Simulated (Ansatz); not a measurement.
```
Zn S
1.0
    -1.89072    3.27483    0.00000
     0.00000    0.00000   -6.20871
    -1.89072   -3.27483    0.00000
Zn S
2 2
Direct
  0.32930 0.99456 0.72279
  0.67070 0.49456 0.27721
  0.33670 0.62044 0.61973
  0.66330 0.12044 0.38027
```

Space group P2₁.

Theory: DFT PBEsol, scalar-relativistic, plane waves, PAW (Ansatz 0.2.0).

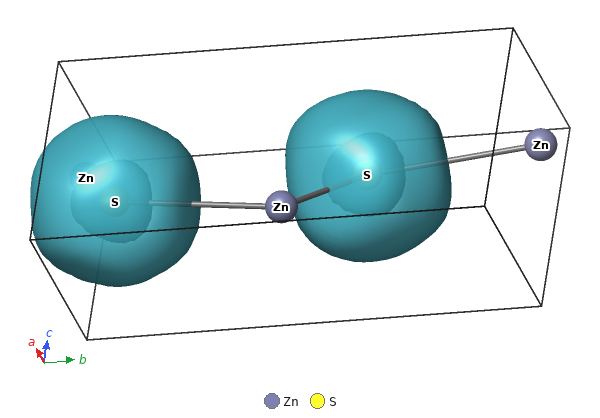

ZnS. Isosurface of the electron localisation function at 0.7 (cyan), seen at an oblique angle. Only the valence region is drawn (cores and ρ < 0.01 e/Å³ removed). Sticks mark near contacts.

In a PAW calculation such maps are meaningful between the atoms, not at the nuclei.

Describe the localisation domains.

The ELF exceeds this value in two regions wrapped around S (the valence shell of each), counted in one cell of 4 atoms. Any copies at cell faces, edges or corners count once. Along the contacts the grid gives the following. Zn–S (2.29 Å): the ELF peaks at about 0.90 in the valence shell of S, 0.8 Å from its nucleus, and is about 0.55 at the midpoint. Zn–S (2.35 Å): the ELF peaks at about 0.90 in the valence shell of S, 0.8 Å from its nucleus, and is about 0.55 at the midpoint.
